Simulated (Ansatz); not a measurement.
Take the following structure.

```xyz
32
Lattice="5.4701 -5.4701 5.4701 -5.4701 5.4701 5.4701 -5.4701 -5.4701 -5.4701" Properties=species:S:1:pos:R:3 pbc="T T T"
Si    0.0000    0.0000    0.0000
Si   -2.7367   -5.4697   -2.7347
Si   -0.0005   -5.4704    0.0003
Si   -2.7340   -8.2044    0.0008
Si   -5.4700   -2.7356   -2.7352
Si    2.7337   -5.4698    2.7357
Si   -0.0007    0.0000    5.4696
Si   -2.7337   -2.7343    0.0007
Si   -0.0012   -2.7349    2.7359
Si   -2.7366   -5.4707    2.7351
Si   -8.2039   -2.7340    0.0006
Si   -0.0001   -5.4695    5.4704
Si   -5.4707   -2.7363    2.7349
Si   -2.7365   -0.0002    2.7354
Si   -2.7338   -2.7339    5.4703
Si   -5.4700    2.7338    2.7357
Si   -6.8383    1.3671    1.3684
Si   -4.1020    1.3677    4.1044
Si   -1.3690    1.3669    6.8378
Si    1.3672   -6.8378    1.3676
Si   -1.3669   -1.3669    9.5722
Si   -4.1021   -4.1018    4.1036
Si   -1.3681   -4.1032    1.3685
Si    1.3666   -1.3682    1.3680
Si   -6.8378   -1.3673    4.1015
Si    1.3675   -4.1012    4.1037
Si   -4.1034   -1.3683    1.3676
Si   -1.3680    1.3666    1.3681
Si   -1.3671   -1.3666    4.1024
Si   -4.1024   -4.1015   -1.3663
Si    1.3664   -1.3681    6.8375
Si   -1.3670   -6.8370    4.1018
```

Work out the structure from the coordinates.

Answer. The element is silicon. Within 0.01 Å the space group is Fd-3m (No. 227), face-centred cubic: diamond. The cell holds 32 atoms. Si is linked to four Si in a tetrahedral arrangement at 2.37 Å. The bonds build a three-dimensional framework.

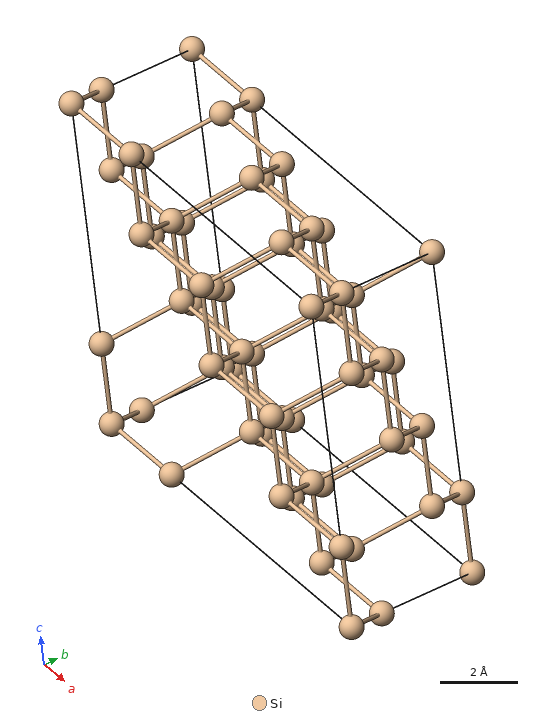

The image is a ball-and-stick drawing of a crystal, viewed slightly off an axis. The outline marks the unit cell.

The cell started as a structure listed in the Materials Project. The atoms were relaxed in a fixed cell with DFT PBE, scalar-relativistic, plane waves, PAW in Ansatz 0.2.0.
